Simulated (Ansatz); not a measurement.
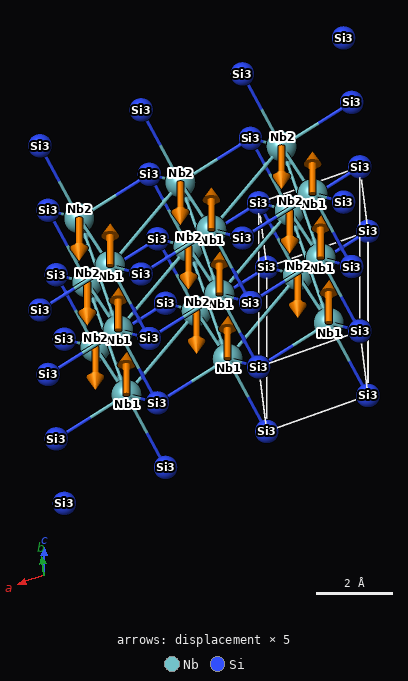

This is a relaxation of a crystal of Nb₂Si (a generated structure, set up in P-3m1) (coarse preliminary run). The starting structure is drawn; orange arrows show the displacements (the part carried along by the change of the cell is left out), magnified 5 times.

Style: ball-and-stick. Shown: the cell of the calculation, repeated 3 × 3 × 1 with one cell outlined, from a free direction.

Case: C → Si, Ta → Nb on all its sites, cell and atoms relaxed.

All numbers below come from DFT PBE, scalar-relativistic, plane waves, PAW (Ansatz).

Input
```yaml
crystal:
  lattice:
    - [3.2380541056, 0.0, 0.0]
    - [-1.6190270528, 2.8042371143, 0.0]
    - [0.0, 0.0, 5.1466871336]
  atoms:
    - { symbol: Nb, position: [0.3333333333, 0.6666666667, 0.2528875996] }
    - { symbol: Nb, position: [0.6666666667, 0.3333333333, 0.7471124004] }
    - { symbol: Si, position: [0.0, 0.0, 0.0] }
basis:
  ecutwfc: 420
kpoints:
  mp_grid: { grid: [9, 9, 4] }
hamiltonian:
  xc: pbe
scf:
  occupations: { method: gaussian, width: 0.1 }
output:
  forces: true
  stress: true
  eigenvalues: true
relax:
  adjacent_minimum: "off"
  f_tol: 0.05
  max_steps: 60
  cell: { stress_tol: 0.5 }
```

Launched with:
```bash
ansatz run input.yaml --threads 1 --pin off --max-ram 1331MiB --backend cpu --events-out ev --progress --plain --runs-dir out
```

Which element moves most?

Niobium: up to 0.28 Å, against 0.00 Å for silicon.

What did the optimiser do to the structure, and how much energy did it gain?

The largest moves relative to the cell, 0.28 Å, are those of Nb1 and Nb2. Nb2 goes along −c. Si stays in place. The volume changes by +14.1 %, with a = b 3.238 → 3.379 Å (+4.3 %), c 5.147 → 5.394 Å (+4.8 %). Among the contacts that change: Nb1–Nb2 3.205 → 3.816 Å, Nb1–Nb2 (another image) 3.157 → 2.877 Å, Nb1–Si3 2.278 → 2.549 Å, Nb1–Nb1 3.238 → 3.379 Å. Among the angles between lasting bonds that change: Nb2–Nb1–Si3 161.2° → 172.8°, Nb2–Nb1–Nb2 61.7° → 71.9°, Nb1–Si3–Nb2 89.4° → 97.0°. The space group stays P-3m1 (No. 164). After 5 accepted moves (6 points after the start) the energy has fallen by 692 meV per atom. Largest force component: 5.5 eV/Å at the start, 0.0016 eV/Å at the end. Pressure: 45.13 GPa at the start and 0.02 GPa at the end. At 1 point the geometry stayed and the basis and grid were re-selected for the new cell (energy shift of 0.6 meV per atom at most each time). The run took about 6 core-seconds on a shared host.
